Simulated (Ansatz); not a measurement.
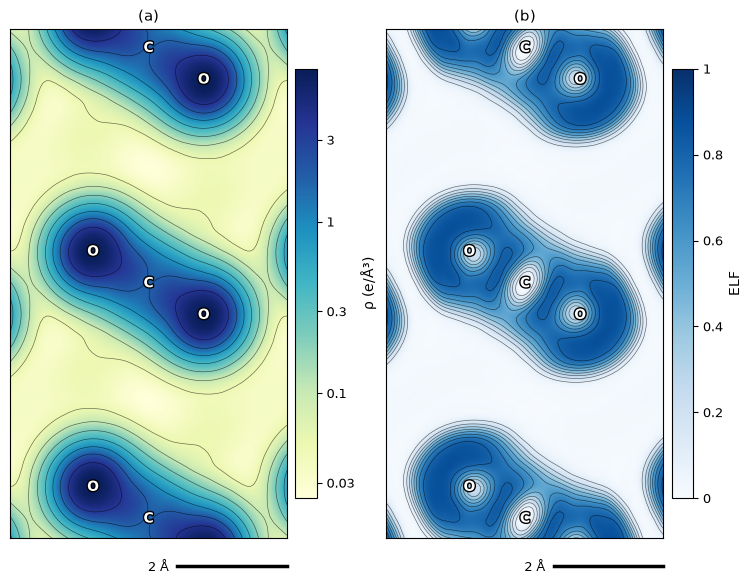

CO$_{2}$. (a) valence charge density (pseudo); (b) ELF on the (010) plane of the conventional cell.

Space group Pbcn; computed pressure about 20 GPa in this cell.

All numbers below come from Ansatz, DFT, PBE, plane-wave PAW, default files, scalar-relativistic.

The density is the valence pseudo-density of a PAW calculation; it isn't the true density close to the nuclei.

### What do the fields say about this system?

The section cuts through C and O sites.
C–O (1.16 Å): ρ is about 3.7 e/Å³ halfway; the ELF peaks at about 0.85 between the atoms (inside overlapping PAW spheres, so only a guide): a multiple bond.
Between the atoms the lowest density in this plane is 0.02 e/Å³.

### Does the calculation make it a metal, or give it a gap?

It is gapped, with a Kohn–Sham gap of 7.0 eV on the k-point mesh, an upper bound to the gap of this method.
